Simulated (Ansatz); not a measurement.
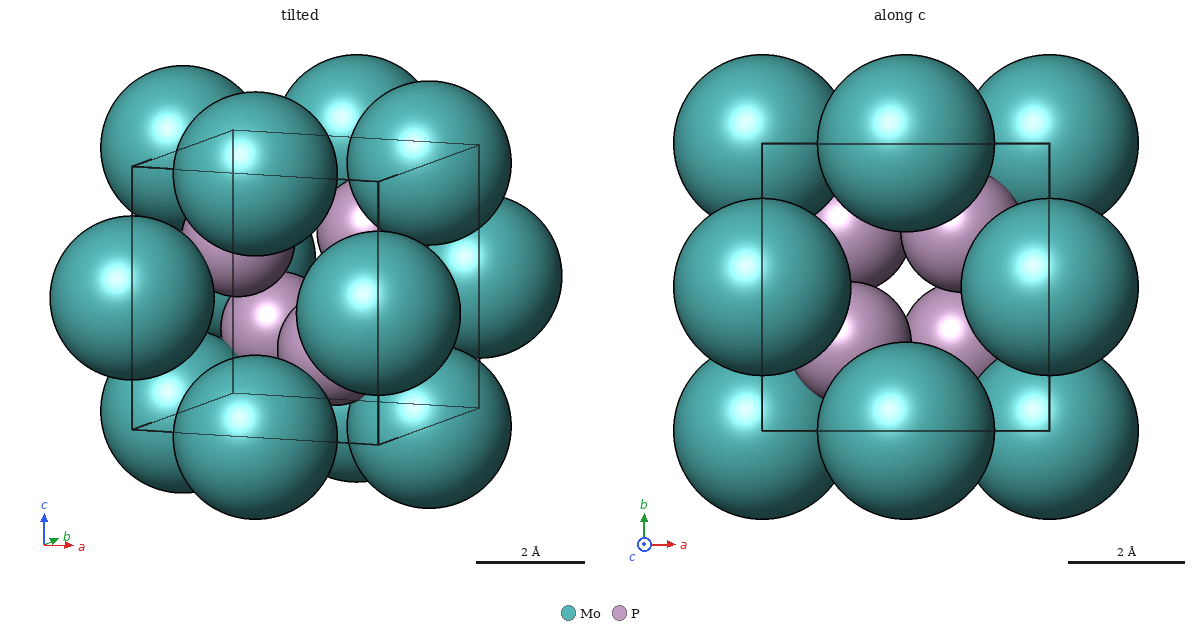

A space-filling rendering, viewed slightly off an axis and along the c axis. Thin lines show the conventional unit cell, with boundary atoms drawn in all their periodic places. Cell: a = 4.96 Å, b = 4.96 Å, c = 4.96 Å, α = 90.00°, β = 90.00°, γ = 90.00°.

The structure was taken from a structure type filled with these elements by a generator (whether the compound takes this form wasn't checked). Earlier steps of the study may have refined or changed the cell and positions. It went into a calculation with Ansatz.

Q: Describe the arrangement of the atoms.

A: It has the composition Mo3P4. The structure has P-43m (No. 215) symmetry and a primitive cubic lattice. In the cell are 3 Mo, 4 P, which makes 1 formula unit. The Mo atoms are each bonded to four P at about 2.3 Å. About every P there are three Mo in a trigonal pyramidal arrangement at about 2.3 Å.

Results below were computed with DFT PBE, scalar-relativistic, plane waves, PAW in Ansatz 0.2.0; the settings were plane-wave cutoff 420 eV, an 8×8×8 sampling of the Brillouin zone, Gaussian smearing of 0.1 eV, no spin polarisation.

Q: How large a gap does the method give, if there is one?

A: A metal: bands cross the Fermi level.

Q: What net charge does each kind of atom have (Bader)?

A: Mo +0.75 e; P -0.56 e.

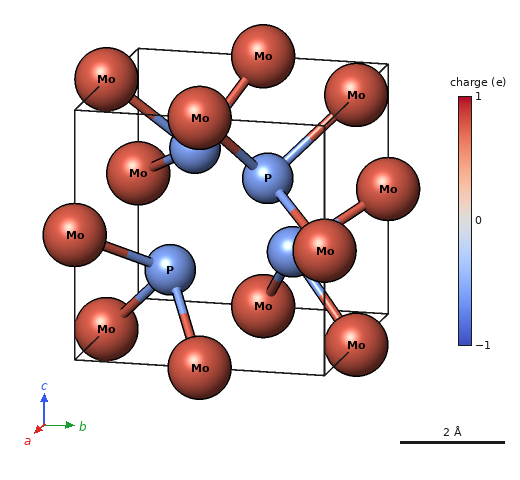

The atoms coloured by those charges. The run's cell of 7 atoms is drawn.

Q: Is this an equilibrium geometry for the method given?

A: Yes. All forces vanish to within 0.01 eV/Å. The pressure is 0.0 GPa, close to zero.
